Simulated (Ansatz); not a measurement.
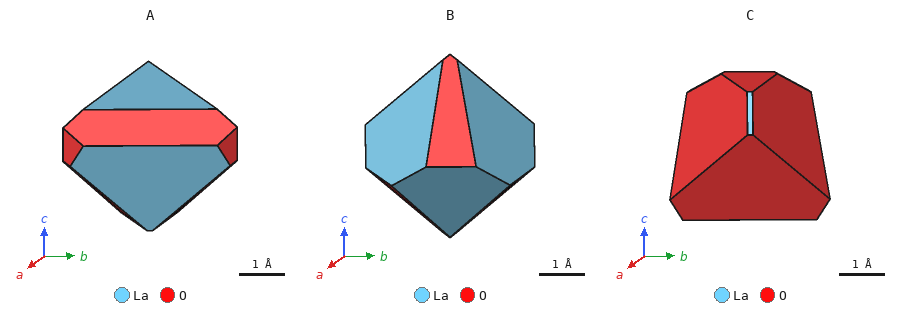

Computed Voronoi cells of the 3 sites of this structure, drawn to one scale and in one orientation; each face has the colour of the neighbour behind it.

La2O3, space group P-3m1 (No. 164), a = 3.940 Å, b = 3.940 Å, c = 6.187 Å, α = 90.00°, β = 90.00°, γ = 120.00°

```csv
site,Wyckoff,x,y,z
La,2d,0.6667,0.3333,0.7526
O1,2d,0.6667,0.3333,0.3547
O2,1a,0.0000,0.0000,0.0000
```

Origin: coordinates from a relaxation with DFT, PBE, plane waves, PAW in Ansatz 0.2.0.

Q: Which cell belongs to which site?

A: A is O1 (11 faces above 1 % of the solid angle, 17.2 Å³, mostly facing La); B is O2 (12 faces above 1 % of the solid angle, 18.4 Å³, mostly facing La); C is La (8 faces above 1 % of the solid angle, 15.2 Å³, mostly facing O).
